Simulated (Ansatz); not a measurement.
**Run report: MgZn3O4, geometry relaxation (part 1 of 3)**

MgZn3O4 (P1, 8 atoms in the cell), computed with DFT, PBEsol, plane waves, PAW, no spin polarisation (Ansatz 0.2.0).

The structure was built on a prototype by a generator; it need not be a known phase. Figures and captions count atoms from 1; the log counts them from 0 in places.

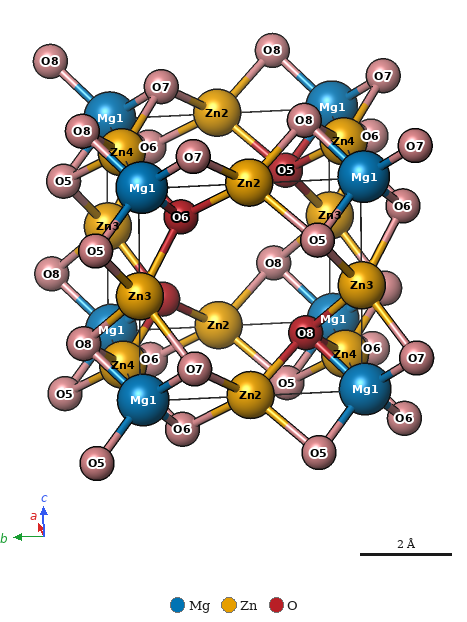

Figure 1. The input geometry (ball-and-stick view of the cell of the calculation, seen at an oblique angle; neighbours outside the cell are drawn fainter; atoms are numbered from 1 in the order of the input). Near neighbours in the crystal (not all of them lie inside the picture): Mg has 4 O at 1.73 to 1.93 Å; Zn has 4 O at 1.97 to 2.12 Å; O has 1 Mg at 1.73 to 1.93 Å and 3 Zn at 1.97 to 2.12 Å.

Results in brief:

| quantity | value |
| --- | --- |
| outcome | converged |
| space group (tolerance 0.01 Å) | P1 (1) → P-43m (215) |
| electrons treated | 70 |
| free energy | −13997.7147 eV |
| Fermi energy | 3.898 eV |
| band gap | 1.54 eV |
| pressure | 0.01 GPa |
| final volume | 120.55 Å³ |
| largest force (length of the vector) at the end | 0.003 eV/Å |
| final cell | a = 4.940 Å, b = 4.940 Å, c = 4.940 Å, α = 90.00°, β = 89.94°, γ = 90.00° |
| hardware | 4 threads of Arm Neoverse V2, 24 GiB of memory available, shared host |
| wall time | 39 s (CPU time 2.5 min) |
| peak memory | 0.5 GiB |

The input:
```yaml
crystal:
  lattice:
    - [4.8653135625, -0.0146419115, 0.1073181067]
    - [-0.0146419115, 4.9721168202, -0.0007140916]
    - [0.1073181067, -0.0007140916, 4.8992350188]
  atoms:
    - { symbol: Mg, position: [-0.0038847481, -0.0132013849, 0.0072262191] }
    - { symbol: Zn, position: [0.0101410874, 0.5007694622, 0.0012322503] }
    - { symbol: Zn, position: [0.0052877483, -0.0026462544, 0.4931945812] }
    - { symbol: Zn, position: [0.4999943186, 0.0046109071, 0.0087872333] }
    - { symbol: O, position: [0.7826870704, 0.2270142988, 0.7910452126] }
    - { symbol: O, position: [0.2208269867, 0.7790163726, 0.7849427159] }
    - { symbol: O, position: [0.7832090993, 0.7842556754, 0.213040465] }
    - { symbol: O, position: [0.220276157, 0.2209100926, 0.2107067305] }
kpoints:
  mp_grid: { grid: [4, 4, 4] }
hamiltonian:
  xc: pbesol
scf:
  occupations: { method: fermi_dirac, width: 0.05 }
relax:
  f_tol: 0.01
  cell: {}
  max_steps: 120
output:
  write_density: true
  write_potential: true
  elf: true
  volumetric_format: npy
```

Run as:
```bash
ansatz run input.yaml --threads 4 --pin off --max-ram 4608MiB --backend cpu --events-out ev --progress --plain --runs-dir out
```

Output:
```
Engine: ansatz 0.2.0, aarch64-unknown-linux-gnu
Pseudopotentials: kind: paw
Pseudopotential: Mg, paw, valence charge 10, recommended cutoff 420 eV (normal), Mg.paw.azcp
Pseudopotential: Zn, paw, valence charge 12, recommended cutoff 420 eV (normal), Zn.paw.azcp
Pseudopotential: O, paw, valence charge 6, recommended cutoff 420 eV (normal), O.paw.azcp
Functional definition: PBEsol
  exchange = pbesol_x
  correlation = pbesol_c
Crystal: 8 atoms, lattice volume = 118.459 Å³
Basis set: ecut = 420 eV, 2315 PW (Γ), exchange–correlation on 72×72×72 points (8 copies of the dense FFT grid, shifted against one another)
Bands: 43, of which v1, the nominal top of the filled ones, is band 35 counted from 1 (34 counted from 0)
Symmetry: 1 space group operations
Space group: P1 (ITA 1), of the structure as read, at distance tolerance 4.9e-5 Å
k-points: 36 of 64 (time reversal used)
Non-local potential: Mg, projectors of the file, l = 0: 3, l = 1: 2, l = 2: 1
Non-local potential: Zn, projectors of the file, l = 0: 2, l = 1: 2, l = 2: 3, l = 3: 1
Non-local potential: O, projectors of the file, l = 0: 2, l = 1: 2, l = 2: 1
PAW form: soft (Blöchl's): semilocal exchange-correlation on the pseudo side does not see the compensation charge
PAW frozen core: Mg, regenerated for the run's functional, and the local potential with it (the file was generated under x = pbe(κ = 0.804, μ = 0.2195149727645171), c = pbe(β = 0.06672455060314922))
PAW frozen core: Zn, regenerated for the run's functional, and the local potential with it (the file was generated under x = pbe(κ = 0.804, μ = 0.2195149727645171), c = pbe(β = 0.06672455060314922))
PAW frozen core: O, regenerated for the run's functional, and the local potential with it (the file was generated under x = pbe(κ = 0.804, μ = 0.2195149727645171), c = pbe(β = 0.06672455060314922))
PAW one-centre angular grid: Mg, 110 points (default); XC on 64 Gauss nodes
PAW one-centre angular grid: Zn, 590 points (default); XC on 64 Gauss nodes
PAW one-centre angular grid: O, 110 points (default); XC on 64 Gauss nodes
Initial density: superposition of atomic densities (neutral atoms: chi_scale 0, normalization atom), corrected by the library's trained network
Initial wavefunctions: pseudopotential atomic-orbital guess
Functional: x = pbesol(κ = 0.804, μ = 0.12345679012345678), c = pbesol(β = 0.046)
SCF iter   1: F=—  HF=-13997.438619 eV  |F-HF|=—  |Δ(HF+E_count)|=         —  Δρ=1.34e-2  dr2=1.75e-1  ethr=1.77e-3  ⟨swp⟩=6.5  Hψ=6809  notcnv=0  defer=9
preconditioner: auto → Resta (q_TF=auto, 2.499 Å⁻¹)  ε∞=5.7  [insulator: Δε(μ)=1.409 eV  Ē_g=12.329 eV  σ=0.050 eV  W_gap=1.00  n_scr=26 (ndim 8)  ℏωp=26.9 eV  f_vac=0.241  D(μ)=0.00/eV (n_scr^D=0)  ε∞_Penn≈5.7]
SCF iter   2: F=—  HF=-13997.391694 eV  |F-HF|=—  |Δ(HF+E_count)|=   4.69e-2  Δρ=2.22e-3  dr2=3.31e-3  ethr=2.50e-4  ⟨swp⟩=2.4  Hψ=3112  notcnv=0  defer=70
SCF iter   3: F=—  HF=-13997.391748 eV  |F-HF|=—  |Δ(HF+E_count)|=   5.39e-5  Δρ=9.51e-4  dr2=1.34e-3  ethr=4.73e-6  ⟨swp⟩=2.2  Hψ=2555  notcnv=0  defer=70
SCF iter   4: F=—  HF=-13997.392378 eV  |F-HF|=—  |Δ(HF+E_count)|=   6.30e-4  Δρ=5.69e-4  dr2=4.68e-4  ethr=1.91e-6  ⟨swp⟩=2.7  Hψ=2463  notcnv=0  defer=70
SCF iter   5: F=—  HF=-13997.392489 eV  |F-HF|=—  |Δ(HF+E_count)|=   1.11e-4  Δρ=2.33e-4  dr2=1.00e-4  ethr=6.68e-7  ⟨swp⟩=2.0  Hψ=2450  notcnv=0  defer=70
SCF iter   6: F=—  HF=-13997.392600 eV  |F-HF|=—  |Δ(HF+E_count)|=   1.11e-4  Δρ=7.46e-5  dr2=1.55e-5  ethr=1.43e-7  ⟨swp⟩=2.0  Hψ=2436  notcnv=0  defer=70
SCF iter   7: F=—  HF=-13997.392609 eV  |F-HF|=—  |Δ(HF+E_count)|=   9.00e-6  Δρ=6.26e-5  dr2=4.32e-6  ethr=2.21e-8  ⟨swp⟩=2.0  Hψ=2493  notcnv=0  defer=70
SCF iter   8: F=—  HF=-13997.392609 eV  |F-HF|=—  |Δ(HF+E_count)|=   2.61e-7  Δρ=2.05e-5  dr2=5.51e-7  ethr=6.17e-9  ⟨swp⟩=2.0  Hψ=2468  notcnv=0  defer=70
SCF iter   9: F=-13997.392610 eV  HF=-13997.392610 eV  |F-HF|=8.71e-8  |Δ(HF+E_count)|=   5.18e-7  Δρ=6.16e-6  dr2=5.64e-8  ethr=1.43e-10  ⟨swp⟩=9.1  Hψ=10812  notcnv=0
SCF 1 converged in 9 iterations: F = -13997.392610 eV  dr2 = 5.64e-8
  greatest PAW one-centre occupation: 1.001 electrons in one spin orbital (limit 2), on the Mg atom at site 0 (counted from 0), in its partial waves of l = 1
relax step   1: F+E_penalty+E_count = -13997.39260992 eV  Δ(F+E_penalty+E_count) = +0.000e0 eV  max|allowed force component| = 2.720e0 eV/Å  Δτ_max = 0.0000 Å  P = +3.481 GPa  Ω = 118.459 Å³  (9 SCF iters, dr2 threshold 1.00e-7 eV, accepted)
Crystal: 8 atoms, lattice volume = 119.099 Å³
Basis set: ecut = 420 eV, 2331 PW (Γ), exchange–correlation on 72×72×72 points (8 copies of the dense FFT grid, shifted against one another)
Initial density: handed on by an earlier stage of this run
Initial wavefunctions: those handed on with the density
iter 1 solved again at ethr=3.15e-5 eV; its pass at ethr=3.10e-3 eV (dr2=2.20e-2 eV) is discarded
SCF iter   1: F=—  HF=-13997.595076 eV  |F-HF|=—  |Δ(HF+E_count)|=         —  Δρ=5.61e-3  dr2=2.21e-2  ethr=3.15e-5  ⟨swp⟩=2.2  Hψ=7144  notcnv=0
preconditioner: auto → Resta (q_TF=auto, 2.497 Å⁻¹)  ε∞=5.7  [insulator: Δε(μ)=1.520 eV  Ē_g=12.330 eV  σ=0.050 eV  W_gap=1.00  n_scr=26 (ndim 8)  ℏωp=26.8 eV  f_vac=0.238  D(μ)=0.00/eV (n_scr^D=0)  ε∞_Penn≈5.7]
SCF iter   2: F=—  HF=-13997.589558 eV  |F-HF|=—  |Δ(HF+E_count)|=   5.52e-3  Δρ=2.57e-3  dr2=3.69e-3  ethr=3.15e-5  ⟨swp⟩=2.4  Hψ=2667  notcnv=0
SCF iter   3: F=—  HF=-13997.588643 eV  |F-HF|=—  |Δ(HF+E_count)|=   9.15e-4  Δρ=1.12e-3  dr2=9.04e-4  ethr=5.27e-6  ⟨swp⟩=2.5  Hψ=2525  notcnv=0
SCF iter   4: F=—  HF=-13997.588513 eV  |F-HF|=—  |Δ(HF+E_count)|=   1.30e-4  Δρ=2.30e-4  dr2=7.27e-5  ethr=1.29e-6  ⟨swp⟩=2.0  Hψ=2519  notcnv=0
SCF iter   5: F=—  HF=-13997.588493 eV  |F-HF|=—  |Δ(HF+E_count)|=   2.05e-5  Δρ=1.48e-4  dr2=2.41e-5  ethr=1.04e-7  ⟨swp⟩=2.0  Hψ=2594  notcnv=0
SCF iter   6: F=—  HF=-13997.588494 eV  |F-HF|=—  |Δ(HF+E_count)|=   1.11e-6  Δρ=3.72e-5  dr2=2.42e-6  ethr=3.44e-8  ⟨swp⟩=2.0  Hψ=2566  notcnv=0
SCF iter   7: F=—  HF=-13997.588496 eV  |F-HF|=—  |Δ(HF+E_count)|=   2.11e-6  Δρ=4.38e-5  dr2=1.86e-6  ethr=1.14e-9  ⟨swp⟩=10.0  Hψ=13897  notcnv=0
SCF iter   8: F=-13997.588496 eV  HF=-13997.588496 eV  |F-HF|=1.10e-7  |Δ(HF+E_count)|=   2.12e-7  Δρ=7.56e-6  dr2=1.03e-7  ethr=1.14e-9  ⟨swp⟩=7.4  Hψ=11616  notcnv=0
SCF 2 converged in 8 iterations: F = -13997.588496 eV  dr2 = 1.03e-7
relax step   2: F+E_penalty+E_count = -13997.58849591 eV  Δ(F+E_penalty+E_count) = -1.959e-1 eV  max|allowed force component| = 1.575e0 eV/Å  Δτ_max = 0.0257 Å  P = +2.036 GPa  Ω = 119.099 Å³  energy of the carried Pulay correction = -2.165e-3 eV  (8 SCF iters, dr2 threshold 8.00e-7 eV, accepted)
Crystal: 8 atoms, lattice volume = 120.640 Å³
Basis set: ecut = 420 eV, 2357 PW (Γ), exchange–correlation on 72×72×72 points (8 copies of the dense FFT grid, shifted against one another)
iter 1 solved again at ethr=1.13e-4 eV; its pass at ethr=3.10e-3 eV (dr2=7.94e-2 eV) is discarded
SCF iter   1: F=—  HF=-13997.724564 eV  |F-HF|=—  |Δ(HF+E_count)|=         —  Δρ=9.26e-3  dr2=7.97e-2  ethr=1.13e-4  ⟨swp⟩=2.6  Hψ=7152  notcnv=0
preconditioner: auto → Resta (q_TF=auto, 2.492 Å⁻¹)  ε∞=5.7  [insulator: Δε(μ)=1.443 eV  Ē_g=12.232 eV  σ=0.050 eV  W_gap=1.00  n_scr=26 (ndim 8)  ℏωp=26.6 eV  f_vac=0.239  D(μ)=0.00/eV (n_scr^D=0)  ε∞_Penn≈5.7]
SCF iter   2: F=—  HF=-13997.707237 eV  |F-HF|=—  |Δ(HF+E_count)|=   1.73e-2  Δρ=4.46e-3  dr2=1.40e-2  ethr=1.13e-4  ⟨swp⟩=2.1  Hψ=2731  notcnv=0  defer=1
SCF iter   3: F=—  HF=-13997.704244 eV  |F-HF|=—  |Δ(HF+E_count)|=   2.99e-3  Δρ=1.97e-3  dr2=4.01e-3  ethr=2.00e-5  ⟨swp⟩=2.2  Hψ=2818  notcnv=0  defer=5
SCF iter   4: F=—  HF=-13997.703317 eV  |F-HF|=—  |Δ(HF+E_count)|=   9.26e-4  Δρ=4.01e-4  dr2=2.71e-4  ethr=5.72e-6  ⟨swp⟩=2.0  Hψ=2754  notcnv=0  defer=5
SCF iter   5: F=—  HF=-13997.703236 eV  |F-HF|=—  |Δ(HF+E_count)|=   8.15e-5  Δρ=2.60e-4  dr2=8.48e-5  ethr=3.87e-7  ⟨swp⟩=2.0  Hψ=2696  notcnv=0  defer=5
SCF iter   6: F=—  HF=-13997.703232 eV  |F-HF|=—  |Δ(HF+E_count)|=   3.98e-6  Δρ=6.40e-5  dr2=9.51e-6  ethr=1.21e-7  ⟨swp⟩=2.0  Hψ=2506  notcnv=0  defer=5
SCF iter   7: F=—  HF=-13997.703241 eV  |F-HF|=—  |Δ(HF+E_count)|=   9.68e-6  Δρ=6.95e-5  dr2=4.49e-6  ethr=1.36e-8  ⟨swp⟩=2.0  Hψ=2506  notcnv=0  defer=5
SCF iter   8: F=-13997.703241 eV  HF=-13997.703240 eV  |F-HF|=5.70e-7  |Δ(HF+E_count)|=   8.95e-7  Δρ=1.63e-5  dr2=4.93e-7  ethr=1.14e-9  ⟨swp⟩=8.0  Hψ=12364  notcnv=0
SCF 3 converged in 8 iterations: F = -13997.703241 eV  dr2 = 4.93e-7
relax step   3: F+E_penalty+E_count = -13997.70324105 eV  Δ(F+E_penalty+E_count) = -1.147e-1 eV  max|allowed force component| = 4.027e-2 eV/Å  Δτ_max = 0.0607 Å  P = -0.208 GPa  Ω = 120.640 Å³  energy of the carried Pulay correction = -7.327e-3 eV  (8 SCF iters, dr2 threshold 8.00e-7 eV, accepted)
Crystal: 8 atoms, lattice volume = 120.345 Å³
Basis set: ecut = 420 eV, 2355 PW (Γ), exchange–correlation on 72×72×72 points (8 copies of the dense FFT grid, shifted against one another)
iter 1 solved again at ethr=2.32e-6 eV; its pass at ethr=3.10e-3 eV (dr2=1.63e-3 eV) is discarded
SCF iter   1: F=—  HF=-13997.705725 eV  |F-HF|=—  |Δ(HF+E_count)|=         —  Δρ=1.75e-3  dr2=1.60e-3  ethr=2.32e-6  ⟨swp⟩=2.1  Hψ=7081  notcnv=0
preconditioner: auto → Resta (q_TF=auto, 2.493 Å⁻¹)  ε∞=5.7  [insulator: Δε(μ)=1.537 eV  Ē_g=12.255 eV  σ=0.050 eV  W_gap=1.00  n_scr=26 (ndim 8)  ℏωp=26.7 eV  f_vac=0.237  D(μ)=0.00/eV (n_scr^D=0)  ε∞_Penn≈5.7]
SCF iter   2: F=—  HF=-13997.705184 eV  |F-HF|=—  |Δ(HF+E_count)|=   5.41e-4  Δρ=8.08e-4  dr2=3.45e-4  ethr=2.28e-6  ⟨swp⟩=2.9  Hψ=2670  notcnv=0
SCF iter   3: F=—  HF=-13997.705102 eV  |F-HF|=—  |Δ(HF+E_count)|=   8.25e-5  Δρ=3.25e-4  dr2=9.97e-5  ethr=4.93e-7  ⟨swp⟩=2.0  Hψ=2546  notcnv=0
SCF iter   4: F=—  HF=-13997.705021 eV  |F-HF|=—  |Δ(HF+E_count)|=   8.06e-5  Δρ=6.05e-5  dr2=4.85e-6  ethr=1.42e-7  ⟨swp⟩=2.1  Hψ=2292  notcnv=0
SCF iter   5: F=—  HF=-13997.705025 eV  |F-HF|=—  |Δ(HF+E_count)|=   4.13e-6  Δρ=2.87e-5  dr2=9.49e-7  ethr=6.93e-9  ⟨swp⟩=2.1  Hψ=2664  notcnv=0
SCF iter   6: F=—  HF=-13997.705026 eV  |F-HF|=—  |Δ(HF+E_count)|=   2.30e-7  Δρ=1.23e-5  dr2=2.58e-7  ethr=3.68e-10  ⟨swp⟩=9.0  Hψ=11288  notcnv=0
SCF iter   7: F=-13997.705026 eV  HF=-13997.705026 eV  |F-HF|=3.27e-8  |Δ(HF+E_count)|=   1.71e-7  Δρ=4.39e-6  dr2=3.82e-8  ethr=3.68e-10  ⟨swp⟩=8.8  Hψ=10532  notcnv=0
SCF 4 converged in 7 iterations: F = -13997.705026 eV  dr2 = 3.82e-8
relax step   4: F+E_penalty+E_count = -13997.70502579 eV  Δ(F+E_penalty+E_count) = -1.785e-3 eV  max|allowed force component| = 1.913e-3 eV/Å  Δτ_max = 0.0119 Å  P = +0.004 GPa  Ω = 120.345 Å³  energy of the carried Pulay correction = -6.344e-3 eV  (7 SCF iters, dr2 threshold 2.57e-7 eV, accepted)
Initial wavefunctions: pseudopotential atomic-orbital guess (no wavefunctions were taken with the density)
iter 1 solved again at ethr=4.24e-7 eV; its pass at ethr=3.10e-3 eV (dr2=2.97e-4 eV) is discarded
```
